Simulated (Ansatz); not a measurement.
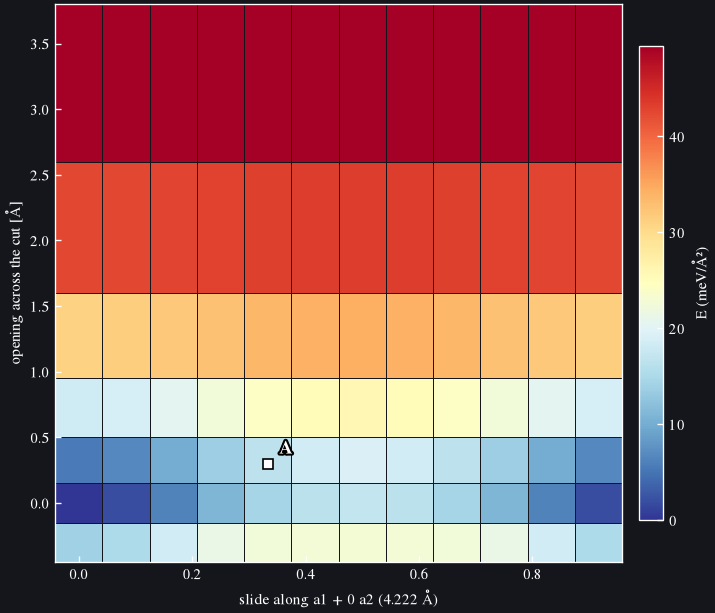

SnSe (Fm-3m, No. 225; 8 atoms in the cell). Rigid slide and opening across a plane, one cut a cell; the plane is (0 0 1) of the conventional cell, and the faces at the cut hold Se/Sn and Se/Sn. The first coordinate is: slide along a1 + 0 a2 (4.222 Å); the second: opening across the cut. Nothing is relaxed (rigid halves). The scan uses a 12 × 7 grid; 49 points were computed and 35 follow by symmetry. Points are written as (first, second). All energies are given in meV/Å² relative to the lowest grid point. The cutoff or the k-mesh is coarse on purpose, so the values aren't converged. Level of theory: DFT PBE+D3(BJ), scalar-relativistic, plane waves, PAW (Ansatz 0.2.0). Settings: cutoff 340 eV, k-mesh 8×8×3 in the order of the run's cell vectors, gaussian smearing 0.03 eV, no spin polarisation.

The picture shows one coloured cell a grid point, the point A.

Which way does the force act at A, and how strong is it?

A, at (0.333, 0.3 Å), is not a stationary point. The computed force is 29 meV/Å² for each unit of the axis towards smaller values of the first coordinate and 16 meV/Å² for each Å towards smaller values of opening across the cut.
